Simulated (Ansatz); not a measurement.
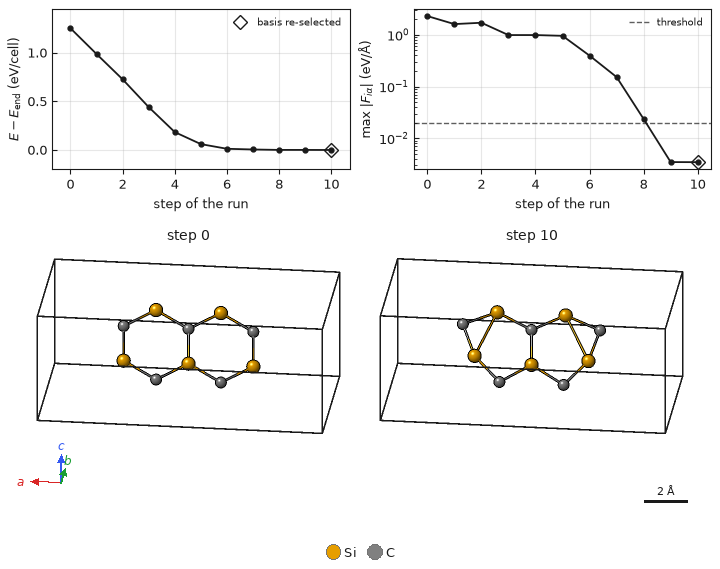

First and last geometry of a relaxation of a wire of composition SiC, with the history of the run. Style: ball-and-stick. Shown: the cell of the calculation, with the vacuum cut short, from a free direction.

Case: armchair ribbon, 5 formula units a period.

The calculation used DFT PBE, scalar-relativistic, plane waves, PAW (Ansatz 0.2.0). (plane-wave cutoff 420 eV; k-point mesh 1 × 1 × 6; occupations gaussian; smearing width 0.05 eV; no spin polarisation; cell relaxed at fixed a, b, alpha, beta, gamma; force threshold 0.02 eV/Å; at most 45 steps)

**Read the history and describe the run.**

It converged. After 9 accepted moves (10 points after the start) the energy has fallen by 1.252 eV per cell of the calculation. Largest force component: 2.3 eV/Å at the start, 0.0035 eV/Å at the end. The SCF was repeated once at an unchanged geometry on a basis and grid sized afresh for the cell, which shifted the energy by 0.7 meV per cell of the calculation at most. The largest moves relative to the centre of the atoms, 0.46 Å, are those of Si atoms. Largest moves by element: Si 0.46 Å, C 0.19 Å. Along the periodic axis the drawn cell goes c 5.363 → 5.384 Å (+0.4 %). Some distances before and after: Si–Si 3.097 → 2.537 Å, Si–Si 3.097 → 2.736 Å, C–Si 1.788 → 1.700 Å, C–Si 1.788 → 1.830 Å. Bond angles that change, for instance: C–Si–C 120.0° → 156.6°, Si–C–Si 120.0° → 93.5°, Si–C–Si 120.0° → 100.6°. The run took 16 s on 4 threads of AMD EPYC 9R45 96-Core Processor (Zen 5), on a shared host, peak memory 0.9 GiB.

```
step  E − E(0), meV/atom  largest force component, eV/Å                      note
   0                0.00                         2.3037                          
   1              -26.51                         1.6110                          
   2              -52.56                         1.7111                          
   3              -81.14                         0.9889                          
   4             -106.86                         0.9891                          
   5             -119.21                         0.9565                          
   6             -124.01                         0.3963                          
   7             -124.73                         0.1528                          
   8             -125.17                         0.0236                          
   9             -125.18                         0.0035                          
  10             -125.25                         0.0035  same geometry, new basis
```
